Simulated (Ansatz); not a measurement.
# Wannier-function calculation of LiH

The run: Wannier-function calculation of LiH (F-43m, 2 atoms in the cell). Method and program: maximally localised Wannier functions of PBE bands, plane waves, PAW, no spin polarisation (Ansatz 0.2.0).

The structure was built on a prototype by a generator. The geometry comes from this level: r2SCAN. It belongs to a series of runs on one base structure; here: anion s p.

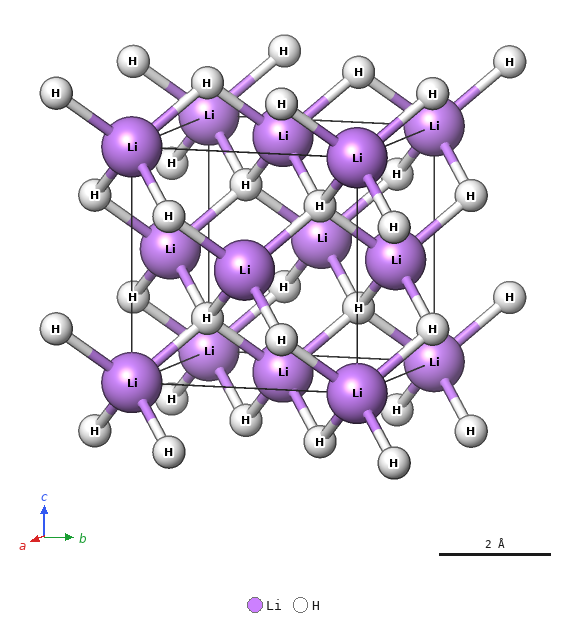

Fig. 1: The structure (ball-and-stick view of the cell 4 times as large as that of the calculation, set on its symmetry axes, seen slightly off an axis; neighbours outside the cell are drawn fainter). Near neighbours in the crystal (not all of them lie inside the picture): Li has 4 H at 1.86 Å; H has 4 Li at 1.86 Å.

Summary

```json
{"quantity": "outcome", "value": "converged"}
{"quantity": "space group (tolerance 0.01 Å)", "value": "F-43m (216)"}
{"quantity": "electrons treated", "value": "4"}
{"quantity": "free energy", "value": "−221.2966 eV"}
{"quantity": "total spread of the Wannier functions", "value": "1.334 Å²"}
{"quantity": "Fermi energy", "value": "−1.120 eV"}
{"quantity": "gap on the k-point mesh", "value": "4.20 eV"}
{"quantity": "hardware", "value": "4 threads of Intel Xeon (Granite Rapids), 64 GiB of memory available, shared host"}
{"quantity": "wall time", "value": "0.53 s (CPU time 1.3 s)"}
{"quantity": "peak memory", "value": "0.32 GiB"}
```

The input
```yaml
crystal:
  lattice:
    - [0.0, 2.1451220117, 2.1451220117]
    - [2.1451220117, 0.0, 2.1451220117]
    - [2.1451220117, 2.1451220117, 0.0]
  atoms:
    - { symbol: Li, position: [0.0, 0.0, 0.0] }
    - { symbol: H, position: [0.25, 0.25, 0.25] }
kpoints:
  mp_grid: { grid: [8, 8, 8] }
  band_path:
    path:
      - [[0.0, 0.0, 0.0], [-0.5, -0.5, 1.092651663815e-33], [-0.375, -0.375, 0.25]]
      - [[-0.375, -2.912131715244e-17, 0.375], [0.0, 0.0, 0.0], [-6.779622811787e-18, -6.779622811787e-18, 0.5], [-0.5, -0.25, 0.25], [-0.5, -0.5, 1.092651663815e-33]]
    npoints: 10
hamiltonian:
  xc: pbe
scf:
  occupations: { method: fixed }
  n_extra_bands: 6
output:
  forces: false
  stress: false
  eigenvalues: true
  wannier:
    kmesh: [10, 10, 10]
    projections: [{ species: H, l: s }]
    minimise: true
    write_hr: true
    conv_tol: 1.0e-08
    max_iter: 3000
```

File wannier.win
```
! ansatz wannier90 interface
! projections by site (counted from 0) and shell: 1 1S
! states of the run's bands (counted from 1): 2-2
! their least projectability: 0.9493
num_bands = 1
num_wann  = 1
num_iter  = 2000
conv_tol = 1e-8
conv_window = 5
guiding_centres = true
write_hr = true

begin unit_cell_cart
Ang
                      0.0             2.1451220117             2.1451220117
             2.1451220117                      0.0             2.1451220117
             2.1451220117             2.1451220117                      0.0
end unit_cell_cart

begin atoms_frac
Li                       0.0                      0.0                      0.0
H                       0.25                     0.25                     0.25
end atoms_frac

mp_grid = 10 10 10
```

Launched with:
```bash
ansatz run input.yaml --threads 4 --pin off --max-ram 3686MiB --backend cpu --events-out ev --progress --plain --runs-dir out
```

Output
```
scf.n_extra_bands = 6 over 2 filled bands (N_el = 4.0): the run solves 8 bands
Engine: ansatz 0.2.0, x86_64-unknown-linux-gnu
Pseudopotentials: kind: paw
Pseudopotential: Li, paw, valence charge 3, recommended cutoff 420 eV (normal), Li.paw.azcp
Pseudopotential: H, paw, valence charge 1, recommended cutoff 420 eV (normal), H.paw.azcp
Functional definition: PBE
  parameter kappa = 0.804
  parameter beta = 0.06672455060314922
  exchange = pbe_x(kappa = kappa, mu = beta*pi^2/3)
  correlation = pbe_c(beta = beta)
Crystal: 2 atoms, lattice volume = 19.742 Å³
Basis set: ecut = 420 eV, 387 PW (Γ)
Bands: 8, of which v1, the nominal top of the filled ones, is band 2 counted from 1 (1 counted from 0)
Symmetry: 24 space group operations
Space group: F-43m (ITA 216), of the structure as read, at distance tolerance 2.7e-5 Å
k-points: 29 of 512 (time reversal used)
Non-local potential: Li, projectors of the file, l = 0: 3, l = 1: 2, l = 2: 1
Non-local potential: H, projectors of the file, l = 0: 2, l = 1: 1
PAW form: soft (Blöchl's): semilocal exchange-correlation on the pseudo side does not see the compensation charge
PAW one-centre angular grid: Li, 110 points (default); XC on 64 Gauss nodes
PAW one-centre angular grid: H, 110 points (default); XC on 64 Gauss nodes
Initial density: superposition of atomic densities (neutral atoms: chi_scale 0, normalization atom), corrected by the library's trained network
Initial wavefunctions: pseudopotential atomic-orbital guess
Functional: x = pbe(κ = 0.804, μ = 0.2195149727645171), c = pbe(β = 0.06672455060314922)
SCF iter   1: F=—  HF=-221.296766 eV  |F-HF|=—  |Δ(HF+E_count)|=         —  Δρ=2.27e-3  dr2=7.19e-4  ethr=1.77e-3  ⟨swp⟩=3.3  Hψ=1298  notcnv=0  defer=98
preconditioner: auto → none  [insulator: Δε(μ)=4.163 eV  Ē_g=16.149 eV  n_scr=0 (ndim 8)  ℏωp=11.8 eV  f_vac=0.000  ε∞_Penn≈1.5]
SCF iter   2: F=—  HF=-221.296566 eV  |F-HF|=—  |Δ(HF+E_count)|=   2.00e-4  Δρ=7.59e-4  dr2=7.23e-5  ethr=1.80e-5  ⟨swp⟩=2.0  Hψ=527  notcnv=0  defer=108
SCF iter   3: F=—  HF=-221.296554 eV  |F-HF|=—  |Δ(HF+E_count)|=   1.22e-5  Δρ=9.46e-5  dr2=1.16e-6  ethr=1.81e-6  ⟨swp⟩=3.0  Hψ=279  notcnv=0  defer=108
iter 4 did not close the SCF: its close was put off for the readings that it lacked (scf_convergence_deferred on its scf_iter line)
SCF iter   4: F=-221.296556 eV  HF=-221.296556 eV  |F-HF|=4.15e-9  |Δ(HF+E_count)|=   2.37e-6  Δρ=4.44e-6  dr2=2.99e-9  ethr=2.91e-8  ⟨swp⟩=2.0  Hψ=213  notcnv=0  defer=108
iter 5 did not close the SCF: its close was put off for the readings that it lacked (scf_convergence_deferred on its scf_iter line)
SCF iter   5: F=-221.296556 eV  HF=-221.296556 eV  |F-HF|=1.33e-10  |Δ(HF+E_count)|=   5.98e-9  Δρ=6.77e-7  dr2=7.00e-11  ethr=7.47e-11  ⟨swp⟩=2.3  Hψ=222  notcnv=0  defer=108
SCF iter   6: F=-221.296556 eV  HF=-221.296556 eV  |F-HF|=1.71e-13  |Δ(HF+E_count)|=  1.17e-10  Δρ=3.31e-8  dr2=6.31e-14  ethr=1.75e-12  ⟨swp⟩=5.9  Hψ=1297  notcnv=0
SCF 1 converged in 6 iterations: F = -221.296556 eV  dr2 = 6.31e-14
  greatest PAW one-centre occupation: 1.000 electrons in one spin orbital (limit 2), on the Li atom at site 0 (counted from 0), in its partial waves of l = 0
NSCF: frozen V_eff on 62 k-points
NSCF: frozen V_eff on 50 k-points
the Wannier pass solved 50 of the 1000 points of its mesh, and has the states at the others by symmetry: states obtained by the crystal's operations at points that were solved too leave a residual of 1.15e-13 eV (read by the count's bands and the next), within 5.56e-6 eV
SCF converged after 6 iterations
Free energy (F): -221.296556 eV
Harris-Foulkes:  -221.296556 eV  (|F-HF|=1.71e-13)
Internal energy: -221.296556 eV  (E = F + TS)
E sigma→0 (E₀):  -221.296556 eV
Fermi energy:    -1.120035 eV
--- Per-component energies (eV) ---
  E_band       = -93.605301
  E_kinetic    = 35.804034
  E_local      = -139.099289  (includes V_loc(G=0)·N_el)
  E_nonlocal   = -31.688896
  E_hartree    = 40.273576
  E_xc         = -20.006178
  E_vxc        = -25.795022  (∫ρ·V_xc dr)
  E_paw        = -21.561362  (= ΣΔE_a)
  E_vpaw       = -13.372083  (= ΣTr[D̂ρ^β])
  E_aug_tail   = -0.001197  (compensation charges beyond the density's cutoff)
  E_ewald      = -85.017244
  E_smearing   = -0.000000  (= −TS)
  E_closure    = -0.000000  (closes the sum)
  Σ components = -221.296556   (vs F -221.296556, Δ=0.00e0)
--- Band table (eV; the first three rows and the last of 29) ---
  k-point 0: bands = ["-44.4603", "-4.8304", "11.9409", "16.1320", "16.1320", "16.1320", "18.7039", "18.7039"]
  k-point 1: bands = ["-44.4569", "-4.5853", "10.4721", "14.6955", "15.3697", "15.3697", "19.8170", "19.8170"]
  k-point 2: bands = ["-44.4489", "-3.8731", "7.2159", "14.4870", "14.4870", "14.6627", "19.7937", "19.7937"]
  k-point 28: bands = ["-44.4302", "-1.1200", "5.2367", "5.7451", "9.8550", "16.9232", "18.9548", "20.3355"]
Wannier search: line search 1 of at most 3000: gauge-dependent spread (as the search counts it) 0.0261227 Å², largest recent change 2.5e-3 Å² and fall left 3.4e-32 Å² against conv_tol 1.0e-8 Å², 0 stops escaped
```

File wannier.spreads.toml
```
omega_i_ang2 = 1.3080489101644517
omega_d_ang2 = 0.02612266240793671
omega_od_ang2 = 0
omega_total_ang2 = 1.3341715725723884
least_projectability = 0.949300710093889
b_vectors_match_mmn = true
n_iter = 6
converged = true
rejected_fitted_steps = 0

[[wannier]]
r = [1.0725610058502104, 1.072561005850411, 1.0725610058497812]
spread = 1.3341715725726497

[[curvature_check]]
after_line_search = 6
omega_tilde_before_ang2 = 0.02612266240793671
krylov_steps = 1
lowest_ritz_value_ang2 = 149.27044161669193
residual_ang2 = 1.0761363972481756e-13
settled = true
outcome = "no-negative-curvature"
```

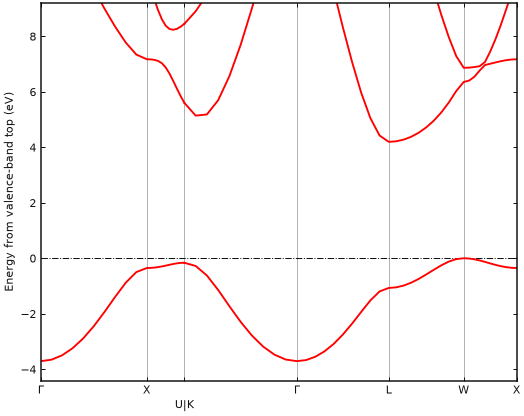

Fig. 2: Band structure along Γ–X–U|K–Γ–L–W–X, with energies from the valence-band top. There is a gap of 4.20 eV on this path, indirect, from W to L.
